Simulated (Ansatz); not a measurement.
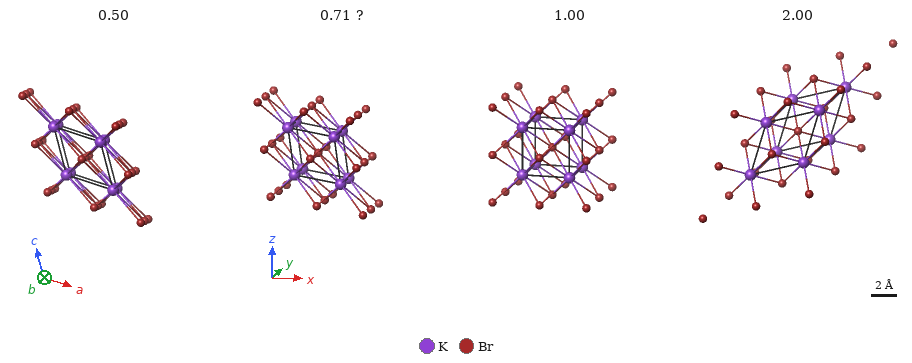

A crystal of KBr (Pm-3m): the ratio of the cell's length along [111] to its lengths across, counted as 1 for the reference, is changed at fixed volume (a trigonal path), with the atoms kept at their fractional coordinates. x, y and z are the Cartesian axes of the input. The picture is a ball-and-stick view of the cell of the calculation, seen slightly off an axis.

Level of theory: Ansatz, DFT PBEsol, scalar-relativistic, plane waves, PAW. Set-up: plane-wave cutoff 420 eV; k-point mesh 6 × 6 × 6; occupations gaussian; smearing width 0.05 eV; no spin polarisation. Energies (free energies at the smearing named) are counted from the cell as listed in its source, which wasn't relaxed.

| axial ratio over its reference value | ΔE (meV/atom) |
| --- | --- |
| 0.50 | 2711 |
| 0.60 | 867 |
| 0.71 | ? |
| 0.85 | 22 |
| 0.93 | 3 |
| 1.00 | 0 |
| 1.08 | 1 |
| 1.20 | 0 |
| 1.41 | −14 |
| 1.70 | −40 |
| 2.00 | −53 |

Question: Fill in the missing row.

Answer: A straight line between the two neighbours gives 495 meV/atom. A cubic through the four nearest rows (0.50, 0.60, 0.85, 0.93) gives, with Lagrange weights, (−0.2251)(2711) + (0.7840)(867) + (0.7260)(22) + (−0.2849)(3) = 85 meV/atom. The calculation gives 217 meV/atom, so the cubic is 132 meV/atom too low and the straight line 278 meV/atom too high, as the curve bends upwards here.

The whole profile:

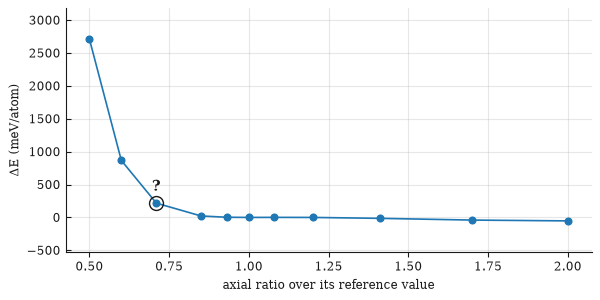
